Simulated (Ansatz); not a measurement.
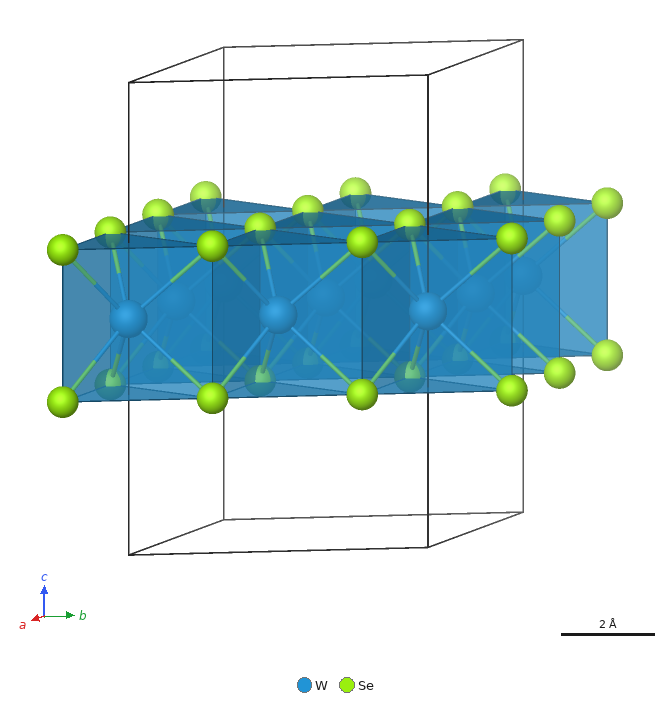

**Figure 1.** The input geometry (polyhedral view of the 2 × 2 repeat of the cell, with the vacuum cut short, seen slightly off an axis; polyhedra are completed across the faces of the cell). An atom can appear more than once, as a periodic image.

**Geometry relaxation, with input and output: WSe2 (part 1 of 2)**

System: WSe2 (P-6m2, 3 atoms in the cell).
Method: DFT PBEsol, scalar-relativistic, plane waves, PAW, no spin polarisation (Ansatz 0.2.0).

The structure derives from a Materials Project entry.

Output:
```
Engine: ansatz 0.2.0, x86_64-unknown-linux-gnu
Pseudopotentials: kind: paw
Pseudopotential: W, paw, valence charge 14, recommended cutoff 420 eV (normal), W.paw.azcp
Pseudopotential: Se, paw, valence charge 16, recommended cutoff 420 eV (normal), Se.paw.azcp
Functional definition: PBEsol
  exchange = pbesol_x
  correlation = pbesol_c
Crystal: 3 atoms, lattice volume = 158.816 Å³
Basis set: ecut = 420 eV, 3163 PW (Γ), exchange–correlation on 48×48×240 points (8 copies of the dense FFT grid, shifted against one another)
Bands: 28, of which v1, the nominal top of the filled ones, is band 23 counted from 1 (22 counted from 0)
Symmetry: 12 space group operations
Space group: P-6m2 (ITA 187), of the structure as read, at distance tolerance 5.4e-5 Å
k-points: 38 of 288 (time reversal used)
Non-local potential: W, projectors of the file, l = 0: 3, l = 1: 2, l = 2: 2, l = 3: 1
Non-local potential: Se, projectors of the file, l = 0: 2, l = 1: 2, l = 2: 3, l = 3: 1
PAW form: soft (Blöchl's): semilocal exchange-correlation on the pseudo side does not see the compensation charge
PAW frozen core: W, regenerated for the run's functional, and the local potential with it (the file was generated under x = pbe(κ = 0.804, μ = 0.2195149727645171), c = pbe(β = 0.06672455060314922))
PAW frozen core: Se, regenerated for the run's functional, and the local potential with it (the file was generated under x = pbe(κ = 0.804, μ = 0.2195149727645171), c = pbe(β = 0.06672455060314922))
PAW one-centre angular grid: W, 590 points (default); XC on 64 Gauss nodes
PAW one-centre angular grid: Se, 590 points (default); XC on 64 Gauss nodes
Initial density: superposition of atomic densities (neutral atoms: chi_scale 0, normalization atom), corrected by the library's trained network
Initial wavefunctions: pseudopotential atomic-orbital guess
Functional: x = pbesol(κ = 0.804, μ = 0.12345679012345678), c = pbesol(β = 0.046)
SCF iter   1: F=—  HF=-21106.704563 eV  |F-HF|=—  |Δ(HF+E_count)|=         —  Δρ=3.48e-3  dr2=2.62e-2  ethr=1.77e-3  ⟨swp⟩=8.9  Hψ=5088  notcnv=0
preconditioner: auto → Resta (q_TF=auto, 2.219 Å⁻¹)  ε∞=3.0  [insulator: Δε(μ)=1.522 eV  Ē_g=8.759 eV  σ=0.020 eV  W_gap=1.00  n_scr=28 (ndim 8)  ℏωp=12.5 eV  f_vac=0.604  D(μ)=0.00/eV (n_scr^D=0)  ε∞_Penn≈3.0  vacuum switching on, ρ_ref=5.6e-3 e/Å³]
SCF iter   2: F=—  HF=-21106.705444 eV  |F-HF|=—  |Δ(HF+E_count)|=   8.82e-4  Δρ=2.19e-3  dr2=1.01e-2  ethr=5.70e-5  ⟨swp⟩=3.1  Hψ=1997  notcnv=0  defer=38
SCF iter   3: F=—  HF=-21106.705064 eV  |F-HF|=—  |Δ(HF+E_count)|=   3.80e-4  Δρ=1.21e-3  dr2=1.30e-3  ethr=2.20e-5  ⟨swp⟩=2.0  Hψ=1408  notcnv=0  defer=38
SCF iter   4: F=—  HF=-21106.706051 eV  |F-HF|=—  |Δ(HF+E_count)|=   9.87e-4  Δρ=2.75e-4  dr2=5.96e-5  ethr=2.83e-6  ⟨swp⟩=2.0  Hψ=1454  notcnv=0  defer=38
SCF iter   5: F=—  HF=-21106.706068 eV  |F-HF|=—  |Δ(HF+E_count)|=   1.70e-5  Δρ=4.35e-5  dr2=7.84e-6  ethr=1.30e-7  ⟨swp⟩=2.4  Hψ=1538  notcnv=0  defer=38
SCF iter   6: F=—  HF=-21106.706069 eV  |F-HF|=—  |Δ(HF+E_count)|=   1.17e-6  Δρ=1.35e-5  dr2=7.03e-7  ethr=1.71e-8  ⟨swp⟩=2.3  Hψ=1538  notcnv=0  defer=38
iter 7 did not close the SCF: its close was put off until two iterations running show no level that it waits for move by more than its bar (scf_convergence_deferred on its scf_iter line)
SCF iter   7: F=-21106.706070 eV  HF=-21106.706070 eV  |F-HF|=3.16e-8  |Δ(HF+E_count)|=   5.12e-7  Δρ=2.96e-6  dr2=2.30e-8  ethr=2.17e-10  ⟨swp⟩=17.9  Hψ=8836  notcnv=0
SCF iter   8: F=-21106.706070 eV  HF=-21106.706070 eV  |F-HF|=1.60e-10  |Δ(HF+E_count)|=   3.63e-8  Δρ=5.78e-7  dr2=6.46e-10  ethr=5.00e-11  ⟨swp⟩=8.4  Hψ=7060  notcnv=0
SCF 1 converged in 8 iterations: F = -21106.706070 eV  dr2 = 6.46e-10
  greatest PAW one-centre occupation: 1.000 electrons in one spin orbital (limit 2), on the Se atom at site 2 (counted from 0), in its partial waves of l = 2
relax step   1: F+E_penalty+E_count = -21106.70606987 eV  Δ(F+E_penalty+E_count) = +0.000e0 eV  max|allowed force component| = 1.305e-1 eV/Å  Δτ_max = 0.0000 Å  P = -1.092 GPa  Ω = 158.816 Å³  (8 SCF iters, dr2 threshold 1.00e-7 eV, accepted)
Crystal: 3 atoms, lattice volume = 150.105 Å³
Basis set: ecut = 420 eV, 2971 PW (Γ), exchange–correlation on 48×48×240 points (8 copies of the dense FFT grid, shifted against one another)
Initial density: handed on by an earlier stage of this run
Initial wavefunctions: those handed on with the density
iter 1 solved again at ethr=8.67e-5 eV; its pass at ethr=3.10e-3 eV (dr2=3.99e-2 eV) is discarded
SCF iter   1: F=—  HF=-21106.715503 eV  |F-HF|=—  |Δ(HF+E_count)|=         —  Δρ=2.34e-3  dr2=4.30e-2  ethr=8.67e-5  ⟨swp⟩=2.1  Hψ=6472  notcnv=0
preconditioner: auto → none  [insulator: Δε(μ)=1.651 eV  Ē_g=9.002 eV  σ=0.020 eV  W_gap=1.00  n_scr=10 (ndim 8)  ℏωp=12.9 eV  f_vac=0.598  D(μ)=0.00/eV (n_scr^D=0)  ε∞_Penn≈3.0]
SCF iter   2: F=—  HF=-21106.738583 eV  |F-HF|=—  |Δ(HF+E_count)|=   2.31e-2  Δρ=5.65e-3  dr2=2.13e-1  ethr=8.67e-5  ⟨swp⟩=4.7  Hψ=2388  notcnv=0  defer=2  recentre
SCF iter   3: F=—  HF=-21106.709022 eV  |F-HF|=—  |Δ(HF+E_count)|=   2.96e-2  Δρ=1.00e-3  dr2=2.70e-3  ethr=8.67e-5  ⟨swp⟩=3.2  Hψ=1826  notcnv=0  defer=24
SCF iter   4: F=—  HF=-21106.708624 eV  |F-HF|=—  |Δ(HF+E_count)|=   3.98e-4  Δρ=3.26e-4  dr2=7.43e-5  ethr=5.87e-6  ⟨swp⟩=2.1  Hψ=1568  notcnv=0  defer=38
SCF iter   5: F=—  HF=-21106.708573 eV  |F-HF|=—  |Δ(HF+E_count)|=   5.08e-5  Δρ=3.73e-5  dr2=2.51e-6  ethr=1.61e-7  ⟨swp⟩=2.4  Hψ=1457  notcnv=0  defer=38
iter 6 did not close the SCF: its close was put off until two iterations running show no level that it waits for move by more than its bar (scf_convergence_deferred on its scf_iter line)
SCF iter   6: F=-21106.708573 eV  HF=-21106.708573 eV  |F-HF|=2.51e-8  |Δ(HF+E_count)|=   2.74e-7  Δρ=1.36e-5  dr2=1.13e-7  ethr=6.52e-10  ⟨swp⟩=19.0  Hψ=10907  notcnv=0
iter 7 did not close the SCF: its close was put off until two iterations running show no level that it waits for move by more than its bar (scf_convergence_deferred on its scf_iter line)
SCF iter   7: F=-21106.708573 eV  HF=-21106.708573 eV  |F-HF|=2.50e-9  |Δ(HF+E_count)|=   3.79e-8  Δρ=2.16e-6  dr2=2.68e-9  ethr=2.46e-10  ⟨swp⟩=9.7  Hψ=7591  notcnv=0
SCF iter   8: F=-21106.708573 eV  HF=-21106.708573 eV  |F-HF|=6.55e-11  |Δ(HF+E_count)|=   2.81e-9  Δρ=3.48e-7  dr2=1.12e-10  ethr=5.82e-12  ⟨swp⟩=8.1  Hψ=6723  notcnv=0
SCF 2 converged in 8 iterations: F = -21106.708573 eV  dr2 = 1.12e-10
relax step   2: F+E_penalty+E_count = -21106.70857254 eV  Δ(F+E_penalty+E_count) = -2.503e-3 eV  max|allowed force component| = 5.076e-2 eV/Å  Δτ_max = 0.0302 Å  P = +0.783 GPa  Ω = 150.105 Å³  energy of the carried Pulay correction = +6.367e-4 eV  (8 SCF iters, dr2 threshold 3.00e-7 eV, accepted)
Crystal: 3 atoms, lattice volume = 154.508 Å³
Basis set: ecut = 420 eV, 3091 PW (Γ), exchange–correlation on 48×48×240 points (8 copies of the dense FFT grid, shifted against one another)
iter 1 solved again at ethr=1.97e-5 eV; its pass at ethr=3.10e-3 eV (dr2=9.04e-3 eV) is discarded
SCF iter   1: F=—  HF=-21106.727285 eV  |F-HF|=—  |Δ(HF+E_count)|=         —  Δρ=1.22e-3  dr2=9.64e-3  ethr=1.97e-5  ⟨swp⟩=2.2  Hψ=6362  notcnv=0
preconditioner: auto → none  [insulator: Δε(μ)=1.663 eV  Ē_g=8.900 eV  σ=0.020 eV  W_gap=1.00  n_scr=16 (ndim 8)  ℏωp=12.7 eV  f_vac=0.603  D(μ)=0.00/eV (n_scr^D=0)  ε∞_Penn≈3.0]
SCF iter   2: F=—  HF=-21106.731480 eV  |F-HF|=—  |Δ(HF+E_count)|=   4.20e-3  Δρ=2.52e-3  dr2=4.14e-2  ethr=1.97e-5  ⟨swp⟩=3.9  Hψ=2223  notcnv=0  recentre
SCF iter   3: F=—  HF=-21106.725775 eV  |F-HF|=—  |Δ(HF+E_count)|=   5.71e-3  Δρ=6.16e-4  dr2=1.10e-3  ethr=1.97e-5  ⟨swp⟩=3.0  Hψ=1644  notcnv=0  defer=1
SCF iter   4: F=—  HF=-21106.725604 eV  |F-HF|=—  |Δ(HF+E_count)|=   1.71e-4  Δρ=2.07e-4  dr2=3.08e-5  ethr=2.39e-6  ⟨swp⟩=2.0  Hψ=1547  notcnv=0  defer=4
SCF iter   5: F=—  HF=-21106.725552 eV  |F-HF|=—  |Δ(HF+E_count)|=   5.29e-5  Δρ=2.37e-5  dr2=6.48e-7  ethr=6.69e-8  ⟨swp⟩=2.2  Hψ=1451  notcnv=0  defer=4
iter 6 did not close the SCF: its close was put off until two iterations running show no level that it waits for move by more than its bar (scf_convergence_deferred on its scf_iter line)
SCF iter   6: F=-21106.725552 eV  HF=-21106.725552 eV  |F-HF|=1.00e-8  |Δ(HF+E_count)|=   7.05e-9  Δρ=8.72e-6  dr2=5.30e-8  ethr=6.52e-10  ⟨swp⟩=14.7  Hψ=9576  notcnv=0
iter 7 did not close the SCF: its close was put off until two iterations running show no level that it waits for move by more than its bar (scf_convergence_deferred on its scf_iter line)
SCF iter   7: F=-21106.725552 eV  HF=-21106.725552 eV  |F-HF|=1.06e-9  |Δ(HF+E_count)|=   1.76e-8  Δρ=1.36e-6  dr2=1.15e-9  ethr=1.15e-10  ⟨swp⟩=8.2  Hψ=7167  notcnv=0
SCF iter   8: F=-21106.725552 eV  HF=-21106.725552 eV  |F-HF|=5.46e-11  |Δ(HF+E_count)|=   1.22e-9  Δρ=2.32e-7  dr2=4.72e-11  ethr=2.50e-12  ⟨swp⟩=6.8  Hψ=5987  notcnv=0
SCF 3 converged in 8 iterations: F = -21106.725552 eV  dr2 = 4.72e-11
relax step   3: F+E_penalty+E_count = -21106.72555153 eV  Δ(F+E_penalty+E_count) = -1.698e-2 eV  max|allowed force component| = 8.858e-3 eV/Å  Δτ_max = 0.0204 Å  P = -0.058 GPa  Ω = 154.508 Å³  energy of the carried Pulay correction = +3.104e-4 eV  (8 SCF iters, dr2 threshold 3.00e-7 eV, accepted)
Crystal: 3 atoms, lattice volume = 154.312 Å³
Basis set: ecut = 420 eV, 3067 PW (Γ), exchange–correlation on 48×48×240 points (8 copies of the dense FFT grid, shifted against one another)
iter 1 solved again at ethr=5.99e-8 eV; its pass at ethr=3.10e-3 eV (dr2=2.76e-5 eV) is discarded
SCF iter   1: F=—  HF=-21106.725668 eV  |F-HF|=—  |Δ(HF+E_count)|=         —  Δρ=5.49e-5  dr2=2.59e-5  ethr=5.99e-8  ⟨swp⟩=3.0  Hψ=5819  notcnv=0
preconditioner: auto → none  [insulator: Δε(μ)=1.688 eV  Ē_g=8.909 eV  σ=0.020 eV  W_gap=1.00  n_scr=16 (ndim 8)  ℏωp=12.7 eV  f_vac=0.602  D(μ)=0.00/eV (n_scr^D=0)  ε∞_Penn≈3.0]
SCF iter   2: F=—  HF=-21106.725679 eV  |F-HF|=—  |Δ(HF+E_count)|=   1.14e-5  Δρ=1.39e-4  dr2=1.27e-4  ethr=5.63e-8  ⟨swp⟩=3.0  Hψ=1778  notcnv=0
SCF iter   3: F=—  HF=-21106.725662 eV  |F-HF|=—  |Δ(HF+E_count)|=   1.77e-5  Δρ=1.29e-5  dr2=3.00e-7  ethr=5.63e-8  ⟨swp⟩=2.0  Hψ=1330  notcnv=0
SCF iter   4: F=—  HF=-21106.725608 eV  |F-HF|=—  |Δ(HF+E_count)|=   5.31e-5  Δρ=5.16e-6  dr2=2.17e-8  ethr=6.52e-10  ⟨swp⟩=2.3  Hψ=1570  notcnv=0
SCF iter   5: F=-21106.725608 eV  HF=-21106.725608 eV  |F-HF|=3.27e-11  |Δ(HF+E_count)|=   5.59e-9  Δρ=6.28e-7  dr2=3.10e-10  ethr=2.79e-11  ⟨swp⟩=10.9  Hψ=7119  notcnv=0
SCF 4 converged in 5 iterations: F = -21106.725608 eV  dr2 = 3.10e-10
relax step   4: F+E_penalty+E_count = -21106.72560846 eV  Δ(F+E_penalty+E_count) = -5.693e-5 eV  max|allowed force component| = 1.317e-3 eV/Å  Δτ_max = 0.0004 Å  P = -0.005 GPa  Ω = 154.312 Å³  energy of the carried Pulay correction = +3.247e-4 eV  (5 SCF iters, dr2 threshold 1.29e-8 eV, accepted)
Initial wavefunctions: pseudopotential atomic-orbital guess (no wavefunctions were taken with the density)
iter 1 solved again at ethr=8.96e-8 eV; its pass at ethr=3.10e-3 eV (dr2=4.12e-5 eV) is discarded
SCF iter   1: F=—  HF=-21106.725336 eV  |F-HF|=—  |Δ(HF+E_count)|=         —  Δρ=2.67e-5  dr2=1.60e-7  ethr=8.96e-8  ⟨swp⟩=5.2  Hψ=8599  notcnv=0
preconditioner: auto → none  [insulator: Δε(μ)=1.687 eV  Ē_g=8.909 eV  σ=0.020 eV  W_gap=1.00  n_scr=16 (ndim 8)  ℏωp=12.7 eV  f_vac=0.602  D(μ)=0.00/eV (n_scr^D=0)  ε∞_Penn≈3.0]
SCF iter   2: F=—  HF=-21106.725278 eV  |F-HF|=—  |Δ(HF+E_count)|=   5.76e-5  Δρ=1.31e-5  dr2=4.31e-8  ethr=3.48e-10  ⟨swp⟩=2.6  Hψ=2078  notcnv=0
SCF iter   3: F=—  HF=-21106.725278 eV  |F-HF|=—  |Δ(HF+E_count)|=   3.45e-8  Δρ=5.10e-6  dr2=9.99e-8  ethr=9.38e-11  ⟨swp⟩=2.0  Hψ=1938  notcnv=0
SCF iter   4: F=—  HF=-21106.725278 eV  |F-HF|=—  |Δ(HF+E_count)|=   1.10e-8  Δρ=3.08e-6  dr2=2.00e-8  ethr=9.38e-11  ⟨swp⟩=2.0  Hψ=1332  notcnv=0
SCF iter   5: F=—  HF=-21106.725278 eV  |F-HF|=—  |Δ(HF+E_count)|=   1.08e-9  Δρ=8.98e-7  dr2=9.29e-10  ethr=4.34e-11  ⟨swp⟩=2.0  Hψ=1215  notcnv=0
SCF iter   6: F=—  HF=-21106.725278 eV  |F-HF|=—  |Δ(HF+E_count)|=  3.64e-11  Δρ=1.96e-7  dr2=4.71e-11  ethr=2.02e-12  ⟨swp⟩=2.0  Hψ=1397  notcnv=0
SCF iter   7: F=-21106.725278 eV  HF=-21106.725278 eV  |F-HF|=1.09e-11  |Δ(HF+E_count)|=  3.27e-11  Δρ=3.22e-8  dr2=1.41e-12  ethr=1.00e-12  ⟨swp⟩=8.5  Hψ=5828  notcnv=0
SCF 5 converged in 7 iterations: F = -21106.725278 eV  dr2 = 1.41e-12
  greatest PAW one-centre occupation: 1.000 electrons in one spin orbital (limit 2), on the Se atom at site 1 (counted from 0), in its partial waves of l = 2
relax step   5: F+E_penalty+E_count = -21106.72527829 eV  Δ(F+E_penalty+E_count) = +3.302e-4 eV  max|allowed force component| = 1.223e-3 eV/Å  Δτ_max = 0.0000 Å  P = -0.004 GPa  Ω = 154.312 Å³  stress off target by 4.51e-3 GPa  SCF on the basis re-selected at this cell (its energy is not comparable with the rows above)  (7 SCF iters)
```

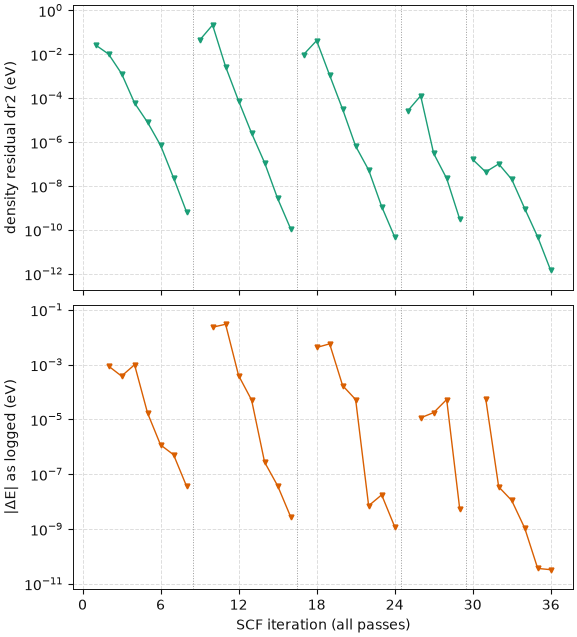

**Figure 2.** Convergence of the self-consistent field: density residual dr2 and size of the energy change against the SCF iteration. The dotted lines part the SCF passes of the relaxation: geometry steps, rejected trials and re-solves on a re-selected basis. The 5 passes take 5 to 8 iterations each, 36 in all.

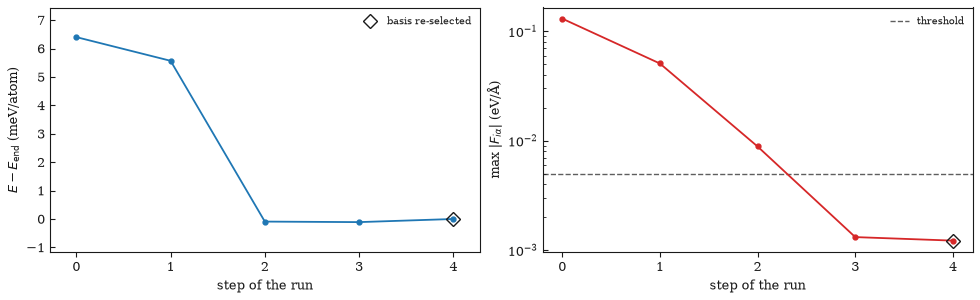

**Figure 3.** Progress of the relaxation, step by step (the first geometry is step 0 here and step 1 in the log).
